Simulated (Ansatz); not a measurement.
## Geometry relaxation, with input and output: MgO

The run: geometry relaxation of MgO (2 atoms in the cell). Method and program: DFT, r2SCAN, plane waves, PAW, no spin polarisation (Ansatz 0.2.0).

The structure derives from an entry of the Crystallography Open Database. Figures and captions count atoms from 1; the log counts them from 0 in places.

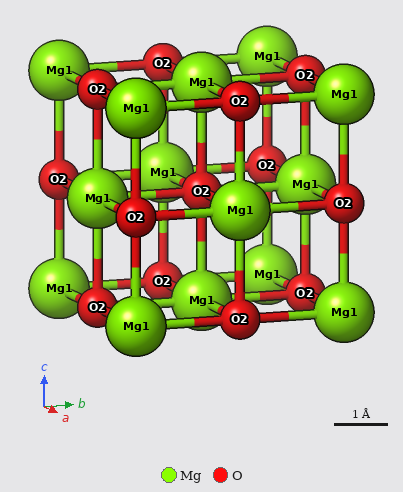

Fig. 1: The starting structure (ball-and-stick view of the cell 4 times as large as that of the calculation, set on its symmetry axes, seen slightly off an axis; atoms are numbered from 1 in the order of the input).

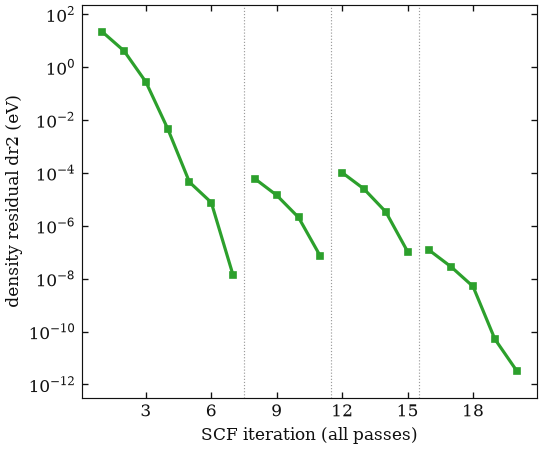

Fig. 2: Convergence of the self-consistent field: density residual dr2 against the SCF iteration. The dotted lines part the SCF passes of the relaxation: geometry steps, rejected trials and re-solves on a re-selected basis. The passes take 7, 4, 4 and 5 iterations.

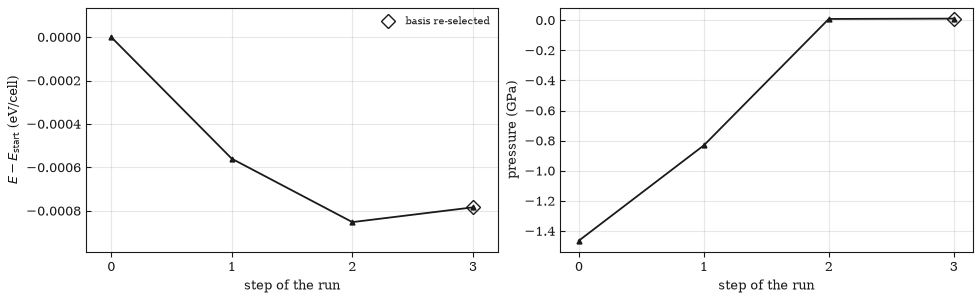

Fig. 3: Progress of the relaxation, step by step (the first geometry is step 0 here and step 1 in the log). The energy falls by 0.9 meV per cell of the calculation in 2 geometry steps. All forces vanish by symmetry, so only the cell relaxes. The pressure goes from −1.46 to 0.01 GPa. The atoms keep their places relative to the cell (all moves are under 0.005 Å). The volume changes by −0.9 %, with a = b = c 4.217 → 4.204 Å (−0.3 %). Distances before and after: Mg1–O2 2.108 → 2.102 Å. The space group stays Fm-3m (No. 225). A last SCF at the same geometry on a re-selected plane-wave basis shifts the energy by +0.1 meV per cell of the calculation. (Atoms are counted from 1 in the order of the input.)

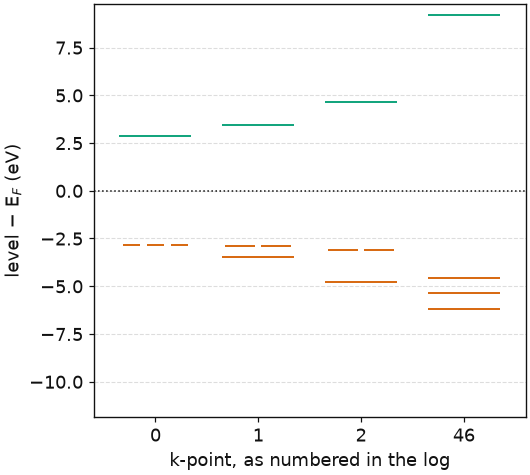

Fig. 4: Kohn–Sham levels near the Fermi level (dotted) at the few k-points that the log prints; levels within 0.02 eV of each other stand side by side. Among these points the highest filled and lowest empty levels are 5.68 eV apart, which is the gap on the mesh.

The input that produced these results follows, with the program's output.

## Input
```yaml
crystal:
  lattice:
    - [0.0, 2.1085, 2.1085]
    - [2.1085, 0.0, 2.1085]
    - [2.1085, 2.1085, 0.0]
  atoms:
    - { symbol: Mg, position: [0.0, 0.0, 0.0] }
    - { symbol: O, position: [0.5, 0.5, 0.5] }
basis:
  ecutwfc: 500
kpoints:
  mp_grid: { grid: [10, 10, 10] }
hamiltonian:
  xc: r2scan
scf:
  occupations: { method: gaussian, width: 0.02 }
  initial_density: { chi_scale: 0.3 }
output:
  forces: true
  eigenvalues: true
  stress: true
relax:
  adjacent_minimum: "off"
  f_tol: 0.005
  max_steps: 80
  cell: { stress_tol: 0.05 }
```

Launched with:
```bash
ansatz run input.yaml --threads 1 --pin off --max-ram 2560MiB --backend cpu --events-out ev --progress --plain --runs-dir out
```

## What the program printed
```
Engine: ansatz 0.2.0, aarch64-unknown-linux-gnu
Pseudopotentials: kind: paw
Pseudopotential: Mg, paw, valence charge 10, recommended cutoff 500 eV (meta_gga), Mg.paw.azcp
Pseudopotential: O, paw, valence charge 6, recommended cutoff 500 eV (meta_gga), O.paw.azcp
Functional definition: r2SCAN
  parameter k0 = 0.174
  parameter k1 = 0.065
  parameter a1 = 4.9479
  exchange = r2scan_x(k0 = k0, k1 = k1, a1 = a1)
  correlation = r2scan_c
Crystal: 2 atoms, lattice volume = 18.748 Å³
Basis set: ecut = 500 eV, 531 PW (Γ), exchange–correlation on 96×96×96 points (64 copies of the dense FFT grid, shifted against one another)
Bands: 12, of which v1, the nominal top of the filled ones, is band 8 counted from 1 (7 counted from 0)
Symmetry: 48 space group operations
Space group: Fm-3m (ITA 225), of the structure as read, at distance tolerance 2.7e-5 Å
k-points: 47 of 1000
Non-local potential: Mg, projectors of the file, l = 0: 3, l = 1: 2, l = 2: 1
Non-local potential: O, projectors of the file, l = 0: 2, l = 1: 2, l = 2: 1
PAW form: soft (Blöchl's): semilocal exchange-correlation on the pseudo side does not see the compensation charge
PAW frozen core: Mg, regenerated for the run's functional (the file was generated under x = pbe(κ = 0.804, μ = 0.2195149727645171), c = pbe(β = 0.06672455060314922))
PAW frozen core: O, regenerated for the run's functional (the file was generated under x = pbe(κ = 0.804, μ = 0.2195149727645171), c = pbe(β = 0.06672455060314922))
PAW one-centre angular grid: Mg, 302 points (default); XC on 224 Gauss nodes
PAW one-centre angular grid: O, 302 points (default); XC on 160 Gauss nodes
Initial density: superposition of atomic densities (chi_scale 0.3, normalization cell, long waves kept (reshape's long-wave potential 0.00 eV rms))
Initial wavefunctions: pseudopotential atomic-orbital guess
Functional: x = r2scan, c = r2scan; τ floored in thin density (d = 2e-4 eV/Å³)
SCF iter   1: F=—  HF=-2505.151913 eV  |F-HF|=—  |Δ(HF+E_count)|=         —  Δρ=3.72e-1  dr2=2.18e1  dr2_τ=3.32e-1  ethr=3.10e-3  ⟨swp⟩=6.0  Hψ=3725  notcnv=0
preconditioner: auto → none  [insulator: Δε(μ)=1.388 eV  Ē_g=16.782 eV  σ=0.020 eV  W_gap=1.00  n_scr=8 (ndim 8)  ℏωp=24.3 eV  f_vac=0.000  D(μ)=0.00/eV (n_scr^D=0)  ε∞_Penn≈3.1]
SCF iter   2: F=—  HF=-2498.954910 eV  |F-HF|=—  |Δ(HF+E_count)|=    6.20e0  Δρ=1.79e-1  dr2=4.12e0  dr2_τ=9.94e-1  ethr=3.10e-3  ⟨swp⟩=4.0  Hψ=1944  notcnv=0
SCF iter   3: F=—  HF=-2498.136803 eV  |F-HF|=—  |Δ(HF+E_count)|=   8.18e-1  Δρ=4.63e-2  dr2=2.77e-1  dr2_τ=1.60e-2  ethr=3.10e-3  ⟨swp⟩=2.0  Hψ=1300  notcnv=0
SCF iter   4: F=—  HF=-2498.323212 eV  |F-HF|=—  |Δ(HF+E_count)|=   1.86e-1  Δρ=6.38e-3  dr2=4.76e-3  dr2_τ=7.31e-4  ethr=1.73e-3  ⟨swp⟩=2.6  Hψ=1101  notcnv=0
SCF iter   5: F=—  HF=-2498.334158 eV  |F-HF|=—  |Δ(HF+E_count)|=   1.09e-2  Δρ=7.46e-4  dr2=4.49e-5  dr2_τ=6.74e-6  ethr=2.98e-5  ⟨swp⟩=2.4  Hψ=1162  notcnv=0
SCF iter   6: F=—  HF=-2498.334218 eV  |F-HF|=—  |Δ(HF+E_count)|=   5.97e-5  Δρ=3.05e-4  dr2=7.61e-6  dr2_τ=8.38e-7  ethr=2.80e-7  ⟨swp⟩=1.0  Hψ=564  notcnv=0
SCF iter   7: F=-2498.334227 eV  HF=-2498.334227 eV  |F-HF|=4.51e-9  |Δ(HF+E_count)|=   9.59e-6  Δρ=1.51e-5  dr2=1.35e-8  dr2_τ=2.98e-9  ethr=6.25e-10  ⟨swp⟩=3.1  Hψ=2376  notcnv=0
SCF 1 converged in 7 iterations: F = -2498.334227 eV  dr2 = 1.35e-8
  greatest PAW one-centre occupation: 1.000 electrons in one spin orbital (limit 2), on the Mg atom at site 0 (counted from 0), in its partial waves of l = 0
relax step   1: F+E_penalty+E_count = -2498.33422730 eV  Δ(F+E_penalty+E_count) = +0.000e0 eV  max|allowed force component| = 1.231e-29 eV/Å  Δτ_max = 0.0000 Å  P = -1.464 GPa  Ω = 18.748 Å³  (7 SCF iters, dr2 threshold 1.00e-7 eV, accepted)
Crystal: 2 atoms, lattice volume = 18.675 Å³
Basis set: ecut = 500 eV, 459 PW (Γ), exchange–correlation on 96×96×96 points (64 copies of the dense FFT grid, shifted against one another)
Initial density: handed on by an earlier stage of this run
Initial wavefunctions: those handed on with the density
iter 1 solved again at ethr=3.65e-7 eV; its pass at ethr=3.10e-3 eV (dr2=5.84e-5 eV) is discarded
SCF iter   1: F=—  HF=-2498.334747 eV  |F-HF|=—  |Δ(HF+E_count)|=         —  Δρ=5.64e-4  dr2=6.02e-5  dr2_τ=7.53e-5  ethr=3.65e-7  ⟨swp⟩=2.0  Hψ=3807  notcnv=0
preconditioner: auto → none  [insulator: Δε(μ)=5.625 eV  Ē_g=19.897 eV  σ=0.020 eV  W_gap=1.00  n_scr=8 (ndim 8)  ℏωp=24.3 eV  f_vac=0.000  D(μ)=0.00/eV (n_scr^D=0)  ε∞_Penn≈2.5]
SCF iter   2: F=—  HF=-2498.334787 eV  |F-HF|=—  |Δ(HF+E_count)|=   4.00e-5  Δρ=3.73e-4  dr2=1.43e-5  dr2_τ=2.38e-6  ethr=3.65e-7  ⟨swp⟩=2.0  Hψ=962  notcnv=0
SCF iter   3: F=—  HF=-2498.334786 eV  |F-HF|=—  |Δ(HF+E_count)|=   3.64e-7  Δρ=1.30e-4  dr2=2.08e-6  dr2_τ=5.16e-7  ethr=8.95e-8  ⟨swp⟩=2.0  Hψ=741  notcnv=0
SCF iter   4: F=-2498.334787 eV  HF=-2498.334787 eV  |F-HF|=8.04e-8  |Δ(HF+E_count)|=   4.05e-7  Δρ=3.74e-5  dr2=7.09e-8  dr2_τ=1.32e-8  ethr=1.25e-9  ⟨swp⟩=3.0  Hψ=2094  notcnv=0
SCF 2 converged in 4 iterations: F = -2498.334787 eV  dr2 = 7.09e-8
relax step   2: F+E_penalty+E_count = -2498.33478685 eV  Δ(F+E_penalty+E_count) = -5.596e-4 eV  max|allowed force component| = 2.215e-29 eV/Å  Δτ_max = 0.0000 Å  P = -0.831 GPa  Ω = 18.675 Å³  energy of the carried Pulay correction = +3.542e-5 eV  (4 SCF iters, dr2 threshold 2.00e-7 eV, accepted)
Crystal: 2 atoms, lattice volume = 18.580 Å³
iter 1 solved again at ethr=6.25e-7 eV; its pass at ethr=3.10e-3 eV (dr2=1.00e-4 eV) is discarded
SCF iter   1: F=—  HF=-2498.335009 eV  |F-HF|=—  |Δ(HF+E_count)|=         —  Δρ=7.46e-4  dr2=1.03e-4  dr2_τ=1.30e-4  ethr=6.25e-7  ⟨swp⟩=2.0  Hψ=3818  notcnv=0
preconditioner: auto → none  [insulator: Δε(μ)=5.675 eV  Ē_g=19.958 eV  σ=0.020 eV  W_gap=1.00  n_scr=8 (ndim 8)  ℏωp=24.4 eV  f_vac=0.000  D(μ)=0.00/eV (n_scr^D=0)  ε∞_Penn≈2.5]
SCF iter   2: F=—  HF=-2498.335078 eV  |F-HF|=—  |Δ(HF+E_count)|=   6.97e-5  Δρ=4.93e-4  dr2=2.48e-5  dr2_τ=4.09e-6  ethr=6.25e-7  ⟨swp⟩=2.0  Hψ=1062  notcnv=0
SCF iter   3: F=—  HF=-2498.335078 eV  |F-HF|=—  |Δ(HF+E_count)|=   6.50e-8  Δρ=1.74e-4  dr2=3.38e-6  dr2_τ=8.04e-7  ethr=1.55e-7  ⟨swp⟩=2.0  Hψ=737  notcnv=0
SCF iter   4: F=-2498.335079 eV  HF=-2498.335079 eV  |F-HF|=1.27e-7  |Δ(HF+E_count)|=   1.11e-6  Δρ=4.57e-5  dr2=1.06e-7  dr2_τ=2.08e-8  ethr=1.25e-9  ⟨swp⟩=3.1  Hψ=2175  notcnv=0
SCF 3 converged in 4 iterations: F = -2498.335079 eV  dr2 = 1.06e-7
relax step   3: F+E_penalty+E_count = -2498.33507932 eV  Δ(F+E_penalty+E_count) = -2.925e-4 eV  max|allowed force component| = 5.555e-30 eV/Å  Δτ_max = 0.0000 Å  P = +0.009 GPa  Ω = 18.580 Å³  energy of the carried Pulay correction = +8.171e-5 eV  (4 SCF iters, dr2 threshold 2.00e-7 eV, accepted)
Initial wavefunctions: pseudopotential atomic-orbital guess (no wavefunctions were taken with the density)
iter 1 solved again at ethr=3.69e-8 eV; its pass at ethr=3.10e-3 eV (dr2=5.90e-6 eV) is discarded
SCF iter   1: F=—  HF=-2498.335011 eV  |F-HF|=—  |Δ(HF+E_count)|=         —  Δρ=5.17e-5  dr2=1.18e-7  dr2_τ=5.67e-8  ethr=3.69e-8  ⟨swp⟩=3.4  Hψ=4849  notcnv=0
preconditioner: auto → none  [insulator: Δε(μ)=5.685 eV  Ē_g=19.961 eV  σ=0.020 eV  W_gap=1.00  n_scr=8 (ndim 8)  ℏωp=24.4 eV  f_vac=0.000  D(μ)=0.00/eV (n_scr^D=0)  ε∞_Penn≈2.5]
SCF iter   2: F=—  HF=-2498.335011 eV  |F-HF|=—  |Δ(HF+E_count)|=   1.02e-7  Δρ=2.42e-5  dr2=2.80e-8  dr2_τ=7.04e-9  ethr=7.36e-10  ⟨swp⟩=2.2  Hψ=950  notcnv=0
SCF iter   3: F=—  HF=-2498.335011 eV  |F-HF|=—  |Δ(HF+E_count)|=   3.83e-8  Δρ=6.18e-6  dr2=5.09e-9  dr2_τ=6.34e-10  ethr=1.75e-10  ⟨swp⟩=2.4  Hψ=845  notcnv=0
SCF iter   4: F=—  HF=-2498.335011 eV  |F-HF|=—  |Δ(HF+E_count)|=   1.14e-9  Δρ=1.04e-6  dr2=5.23e-11  dr2_τ=3.19e-11  ethr=3.18e-11  ⟨swp⟩=2.0  Hψ=730  notcnv=0
SCF iter   5: F=-2498.335011 eV  HF=-2498.335011 eV  |F-HF|=2.27e-12  |Δ(HF+E_count)|=  9.28e-11  Δρ=2.20e-7  dr2=3.32e-12  dr2_τ=1.01e-12  ethr=1.00e-12  ⟨swp⟩=5.3  Hψ=2083  notcnv=0
SCF 4 converged in 5 iterations: F = -2498.335011 eV  dr2 = 3.32e-12
relax step   4: F+E_penalty+E_count = -2498.33501121 eV  Δ(F+E_penalty+E_count) = +6.812e-5 eV  max|allowed force component| = 4.815e-30 eV/Å  Δτ_max = 0.0000 Å  P = +0.011 GPa  Ω = 18.580 Å³  stress off target by 1.10e-2 GPa  SCF on the basis re-selected at this cell (its energy is not comparable with the rows above)  (5 SCF iters)
basis re-selected at this cell: Δ(F+E_penalty+E_count) = +6.812e-5 eV, ΔP = +0.002 GPa vs the last step (what re-selecting the basis moved, of the pressure what is left beyond the Pulay correction that the steps carried, after the strain that the cell walked since its last selection, with what the two solves' SCF thresholds leave and, on support functions, any second-order correction that the steps lacked; it is no measure of the basis error at this ecutwfc). This SCF's stress stands 1.10e-2 GPa from its target on what of the cell is left free (relax.cell.stress_tol is 5.00e-2 GPa) and its largest allowed force component is 4.82e-30 eV/Å (relax.f_tol is 5.00e-3 eV/Å): within both
SCF converged after 5 iterations
Free energy (F): -2498.335011 eV
Harris-Foulkes:  -2498.335011 eV  (|F-HF|=2.27e-12)
Internal energy: -2498.335011 eV  (E = F + TS)
E sigma→0 (E₀):  -2498.335011 eV
Fermi energy:    10.628276 eV
--- Per-component energies (eV) ---
  E_band       = -311.233069
  E_kinetic    = 256.748133
  E_local      = -1601.540490  (includes V_loc(G=0)·N_el)
  E_nonlocal   = 142.538076
  E_hartree    = 554.984827
  E_xc         = -103.293918
  E_vxc        = -149.070866  (∫ρ·V_xc dr)
  E_paw        = -455.983849  (= ΣΔE_a)
  E_vpaw       = -79.515620  (= ΣTr[D̂ρ^β])
  E_aug_tail   = 0.001032  (compensation charges beyond the density's cutoff)
  E_vtau       = 9.637011  (kinetic-family band-sum trace: ∫τ·v_τ [+ j·A + Jᵃ·Aᵃ] dr)
  E_ewald      = -1291.730674
  E_core_change = -0.058149  (= ΣΔE_core)
  E_smearing   = -0.000000  (= −TS)
  E_closure    = 0.000000  (closes the sum)
  Σ components = -2498.335011   (vs F -2498.335011, Δ=0.00e0)
--- Forces (eV/Å), atoms counted from 1 ---
  atom   1  Mg    -0.00000000     0.00000000     0.00000000
  atom   2  O      0.00000000     0.00000000     0.00000000
  max |Σ_I F_I| component: 9.30e-30 eV/Å
--- Stress (GPa, compression-positive) ---
        0.010973      -0.000000      -0.000000
       -0.000000       0.010973      -0.000000
       -0.000000      -0.000000       0.010973
  P = ⅓ Tr σ = 0.0110 GPa (0.110 kbar)
--- Band table (eV; the first three rows and the last of 47) ---
  k-point 0: bands = ["-67.1172", "-32.1959", "-32.1959", "-32.1959", "-10.4452", "7.7859", "7.7859", "7.7859", "13.4706", "24.6426", "24.6426", "24.6426"]
  k-point 1: bands = ["-67.1165", "-32.2044", "-32.1967", "-32.1967", "-10.3365", "7.1582", "7.7158", "7.7158", "14.0833", "23.4061", "24.8976", "24.8976"]
  k-point 2: bands = ["-67.1144", "-32.2265", "-32.1988", "-32.1988", "-10.0387", "5.8405", "7.5380", "7.5380", "15.2950", "21.9057", "25.4318", "25.4318"]
  k-point 46: bands = ["-67.1062", "-32.2532", "-32.2397", "-32.2268", "-8.8749", "4.4402", "5.2474", "6.0420", "19.8274", "20.9117", "21.1259", "24.9979"]
--- Relaxed structure (3 steps of the walk, 3 accepted, 1 SCFs on fresh bases) ---
  F+E_penalty+E_count = -2498.33501121 eV   max|allowed force component| = 4.815e-30 eV/Å   (the final SCF, on the basis selected at the relaxed cell)
  cell:  # Å, volume = 18.5797 Å³
    - [1.6687343407733056e-33, 2.1021767760391366, 2.1021767760391366]
    - [2.1021767760391366, 1.7324264911845008e-33, 2.1021767760391366]
    - [2.1021767760391366, 2.1021767760391366, 1.1464587074015077e-34]
  atoms:
    - { symbol: Mg, position: [-5.946695000364858e-37, 4.757356000252946e-37, 1.6650746001224957e-36] }
    - { symbol: O, position: [0.5, 0.5, 0.5] }
```

## Trajectory as extended XYZ (Å, eV, eV/Å), 4 frames, from step=1 to step=4
```
2
Lattice="0.0000 2.1085 2.1085 2.1085 0.0000 2.1085 2.1085 2.1085 0.0000" Properties=species:S:1:pos:R:3:forces:R:3 step=1 energy=-2498.33423 pressure_GPa=-1.46
Mg    0.0000    0.0000    0.0000    0.0000   0.0000   0.0000
O     2.1085    2.1085    2.1085    0.0000   0.0000   0.0000
2
Lattice="0.0000 2.1058 2.1058 2.1058 0.0000 2.1058 2.1058 2.1058 0.0000" Properties=species:S:1:pos:R:3:forces:R:3 step=2 energy=-2498.33479 pressure_GPa=-0.83
Mg    0.0000    0.0000    0.0000    0.0000   0.0000   0.0000
O     2.1058    2.1058    2.1058    0.0000   0.0000   0.0000
2
Lattice="0.0000 2.1022 2.1022 2.1022 0.0000 2.1022 2.1022 2.1022 0.0000" Properties=species:S:1:pos:R:3:forces:R:3 step=3 energy=-2498.33508 pressure_GPa=0.01
Mg    0.0000    0.0000    0.0000    0.0000   0.0000   0.0000
O     2.1022    2.1022    2.1022    0.0000   0.0000   0.0000
2
Lattice="0.0000 2.1022 2.1022 2.1022 0.0000 2.1022 2.1022 2.1022 0.0000" Properties=species:S:1:pos:R:3:forces:R:3 step=4 energy=-2498.33501 pressure_GPa=0.01
Mg    0.0000    0.0000    0.0000    0.0000   0.0000   0.0000
O     2.1022    2.1022    2.1022    0.0000   0.0000   0.0000
```

## Summary

```csv
quantity,value
outcome,converged
space group (tolerance 0.01 Å),Fm-3m (225)
electrons treated,16
free energy,−2498.3350 eV
Fermi energy,10.628 eV
gap on the k-point mesh,5.68 eV
pressure,0.01 GPa
final volume,18.58 Å³
largest force (length of the vector) at the end,under 0.001 eV/Å
final cell,"a = 2.973 Å, b = 2.973 Å, c = 2.973 Å, α = 60.00°, β = 60.00°, γ = 60.00°"
hardware,"1 thread of Arm Neoverse V1, 112 GiB of memory available, shared host"
wall time,8.3 s
peak memory,0.32 GiB
```

## Remarks

Settings chosen away from the usual ones: scf.initial_density.chi_scale set to 0.3.
